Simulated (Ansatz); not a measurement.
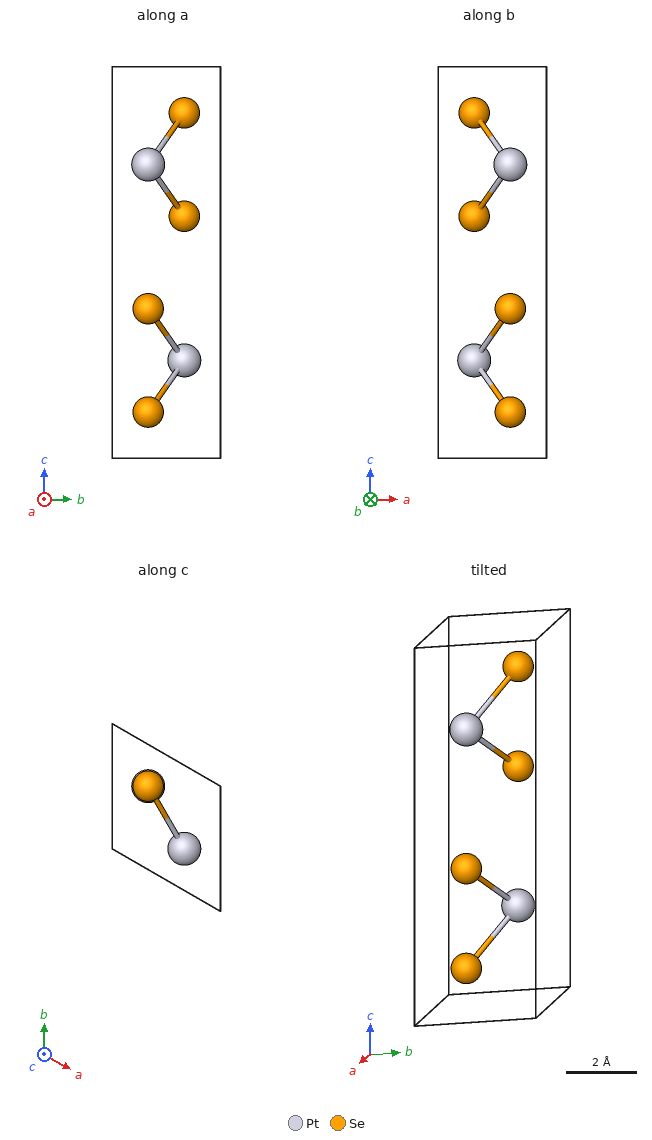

A ball-and-stick rendering, viewed along the a axis, along the b axis, along the c axis and slightly off an axis. The lines enclose the conventional unit cell; boundary atoms appear with their images.

Lattice parameters: a = 3.5965 Å, b = 3.5965 Å, c = 11.2548 Å, α = 90.000°, β = 90.000°, γ = 120.000°.

Transcribe the picture into a CIF in P1 with every atom of the cell, with free fractional coordinates to two decimals.

Answer.
```cif
data_structure
_symmetry_space_group_name_H-M 'P 1'
_symmetry_Int_Tables_number 1
_cell_length_a 3.5965
_cell_length_b 3.5965
_cell_length_c 11.2548
_cell_angle_alpha 90.000
_cell_angle_beta 90.000
_cell_angle_gamma 120.000
_cell_volume 126.08
loop_
_atom_site_label
_atom_site_type_symbol
_atom_site_fract_x
_atom_site_fract_y
_atom_site_fract_z
_atom_site_occupancy
Pt1 Pt 0.3333 0.6667 0.25 1
Pt2 Pt 0.6667 0.3333 0.75 1
Se1 Se 0.6667 0.3333 0.38 1
Se2 Se 0.6667 0.3333 0.12 1
Se3 Se 0.3333 0.6667 0.88 1
Se4 Se 0.3333 0.6667 0.62 1
```

The cell started as a structure type filled with these elements by a generator (whether the compound takes this form wasn't checked). What is shown is the relaxed result from Ansatz 0.2.0, DFT, r2SCAN+rVV10, plane waves, PAW.
